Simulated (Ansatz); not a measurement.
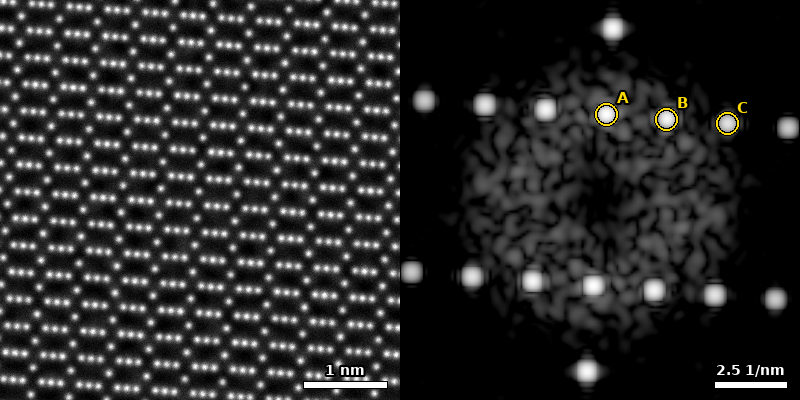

Integrated-DPC-like image of Yb (Pm-3n, No. 223) along [110]. Simulated as the projected potential of neutral atoms (B = 0.8 Å²) blurred by a 0.50 Å probe, the thin-sample limit of integrated differential phase contrast. Shot noise and the speckle of an amorphous layer were added. Atomic positions: the input geometry of a calculation; the starting structure was generated, so it need not be a known form of this composition.

The right panel is the modulus of the image's Fourier transform on a logarithmic scale.

a = 6.579 Å, b = 6.579 Å, c = 6.579 Å, α = 90.00°, β = 90.00°, γ = 90.00°

Index the marked spots and give their plane spacings (the zone axis points at the viewer; indices equivalent by symmetry, or all signs reversed, are as good).

Answer. A: (0 0 -2), d = 3.29 Å; B: (1 -1 -2), d = 2.69 Å; C: (2 -2 -2), d = 1.90 Å. A and B enclose 35°, and every spot obeys the zone law hu + kv + lw = 0 for [110].
